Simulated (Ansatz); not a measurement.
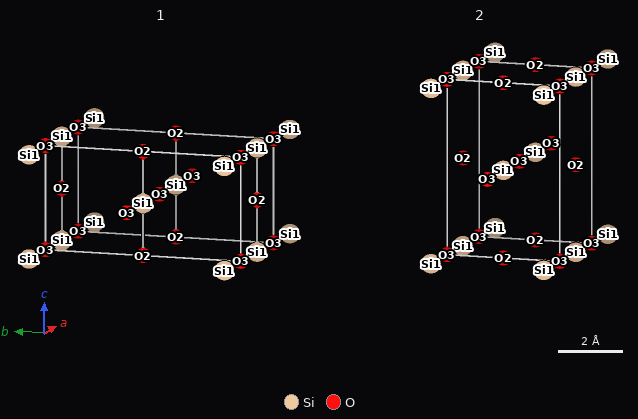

Two geometries of solid SiO₂ (a generated structure, set up in Immm) (coarse preliminary run), drawn at one scale. One is the start of a relaxation, the other its converged end. The picture is a ball-and-stick view of the conventional cell (2 times the calculation's cell), seen from a free direction. Lengths and directions refer to the drawn axes.

Theory: DFT PBE, scalar-relativistic, plane waves, PAW in Ansatz. Settings: plane-wave cutoff 420 eV; k-point mesh 8 × 8 × 8; occupations gaussian; smearing width 0.1 eV; no spin polarisation; cell and atoms relaxed; force threshold 0.04 eV/Å; at most 70 steps.

Question: Which one is relaxed?

Answer: Structure 1 is the relaxed one. The energy falls by 1978 meV per atom in 24 accepted moves (29 points after the start). All forces vanish by symmetry, so only the cell relaxes. The pressure goes from 22.84 to 0.06 GPa. At 5 points the geometry stayed and the basis and grid were re-selected for the new cell (energy shift of 161 meV per atom at most each time). The atoms keep their places relative to the cell (all moves are under 0.005 Å). The drawn cell changes as follows: a 3.268 → 3.343 Å (+2.3 %), b 3.739 → 6.479 Å (+73.3 %), c 5.625 → 3.343 Å (−40.6 %); the volume changes by +5.3 %. Some distances before and after: Si1–O2 2.812 → 1.672 Å, Si1–O3 1.634 → 1.672 Å. New bonds form: Si1–O2 (2.81 → 1.67 Å). The space group (tolerance 0.01 Å) goes from Immm (No. 71) to I4/mmm (No. 139). The run took 2.9 min on 1 thread of AMD EPYC (Zen 3), on a shared host, peak memory 0.36 GiB.
